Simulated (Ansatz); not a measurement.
Consider HfN.

Input

```
crystal:
  lattice:
    bravais: fcc
    a: 4.909644
  space_group: 216
  atoms:
    - { symbol: Hf, position: [0.0, 0.0, 0.0] }
    - { symbol: "N", position: [0.25, 0.25, 0.25] }
  reduce_to_primitive: true
basis:
  ecutwfc: 462.593566181796
kpoints:
  mp_grid:
    grid: [11, 11, 11]
hamiltonian:
  xc: pbesol
scf:
  occupations:
    method: cold
    width: 0.05
relax:
  cell:
    stress_tol: 0.01
    fix: [c, angles]
output:
  write_density: true
  write_potential: true
  volumetric_format: [xsf, npy]
```

Launched as:

```sh
python vcrelax.py
```

Below, planes, directions and counts refer to the conventional cell (a = 3.43 Å, b = 3.43 Å, c = 4.91 Å, α = 90.00°, β = 90.00°, γ = 90.00°).

The fields are those of the relaxed geometry.

Space group I-4m2; a structure from a database of computed crystals, not necessarily the ambient phase; computed without spin polarisation.

Computed with DFT PBEsol, plane waves, PAW (Ansatz 0.2.0).

> Predict the valence pseudo-density between the atoms.

Hf–N (2.11 Å): the density is about 0.77 e/Å³ at the midpoint.

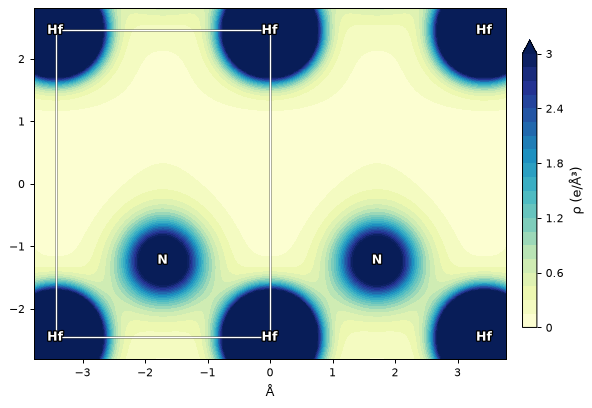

Computed valence pseudo-density on the (010) plane of the conventional cell. 

Core electrons are frozen (PAW), and the valence fields are smoothed inside the atomic spheres.
